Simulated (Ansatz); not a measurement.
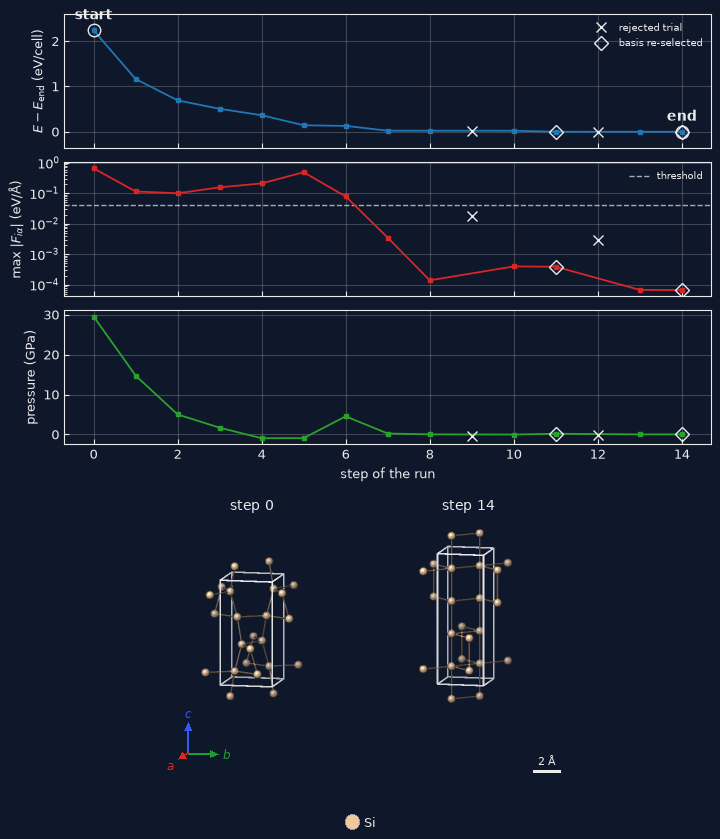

First and last geometry of a relaxation of a crystal of Si (a generated structure, set up in I4_122) (coarse preliminary run), with the history of the run. The picture is a ball-and-stick view of the conventional cell (2 times the calculation's cell), seen slightly off an axis. Lengths and directions refer to the drawn axes.

The calculation used DFT PBE, scalar-relativistic, plane waves, PAW in Ansatz. (plane-wave cutoff 420 eV; k-point mesh 6 × 6 × 6; occupations gaussian; smearing width 0.1 eV; no spin polarisation; cell and atoms relaxed; force threshold 0.04 eV/Å; at most 70 steps)

Read the history and describe the run.

It converged. Over 10 accepted moves (14 points after the start) the energy falls by 2.240 eV per cell of the calculation. The largest force component goes from 0.66 to under 0.0001 eV/Å. The pressure goes from 29.56 to 0.02 GPa. The line search rejected the trial steps at points 9, 12 of the run. The SCF was repeated twice at an unchanged geometry on a basis and grid sized afresh for the cell, which shifted the energy by 22.4 meV per cell of the calculation at most. The largest moves relative to the cell, 0.40 Å, are those of Si atoms. Cell: a = b 4.056 → 3.594 Å (−11.4 %), c 8.090 → 10.067 Å (+24.4 %). Volume −2.3 %. Near-neighbour distances that change, for instance: Si–Si 3.565 → 2.541 Å, Si–Si 3.010 → 3.576 Å, Si–Si 2.121 → 2.517 Å, Si–Si 2.319 → 2.541 Å. New bonds form: Si–Si (3.56 → 2.54 Å). Bond angles that change, for instance: Si–Si–Si 122.0° → 90.0°, Si–Si–Si 155.4° → 180.0°, Si–Si–Si 106.8° → 90.0°. The space group (tolerance 0.01 Å) goes from I4_122 (No. 98) to P4/mmm (No. 123).
